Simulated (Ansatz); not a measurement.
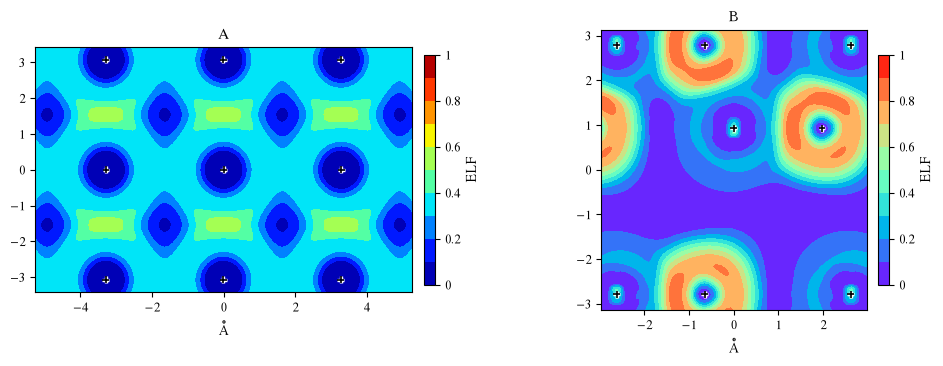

The ELF of 2 systems, each on a plane through atoms (crosses mark nuclei in the plane).

Level of theory: Ansatz 0.2.0, DFT PBE, scalar-relativistic, plane waves, PAW.

System 1: GaN, the (110) plane of the conventional cell. Space group P6₃mc; a structure from a database of computed crystals, not necessarily the ambient phase.

```
Ga N
1.0
     3.21837    0.00000    0.00000
    -1.60919    2.78719    0.00000
     0.00000    0.00000    5.24317
Ga N
2 2
Direct
  0.66667 0.33333 0.49913
  0.33333 0.66667 0.99913
  0.66667 0.33333 0.87587
  0.33333 0.66667 0.37587
```

System 2: Sn, the (001) plane of the calculation cell. Space group Cmmm; a structure from a database of computed crystals, not necessarily the ambient phase; changed on purpose from its base cell (all atoms moved at random, sigma 0.1 A a component, cell strained at random, sigma 0.03; relaxed back).

```
CELL_PARAMETERS angstrom
0.00102 0.00041 -3.28407
-0.00282 -6.15294 0.00013
-5.63097 0.01005 -0.00264
ATOMIC_POSITIONS crystal
Sn 0.37566 0.00008 0.50025
Sn 0.87513 0.50007 0.99977
Sn 0.37439 0.49997 0.50025
Sn 0.87482 0.99988 0.99974
```

**Match each panel to its system.**

Panel A is system 2, Sn: the plane holds Sn. Sn–Sn (3.08 Å): the ELF reaches about 0.55 near the midpoint. Panel B is system 1, GaN: the plane holds Ga and N. Ga–N (1.97 Å): the ELF peaks at about 0.85 in the valence shell of N, 0.7 Å from its nucleus, and is about 0.45 at the midpoint.
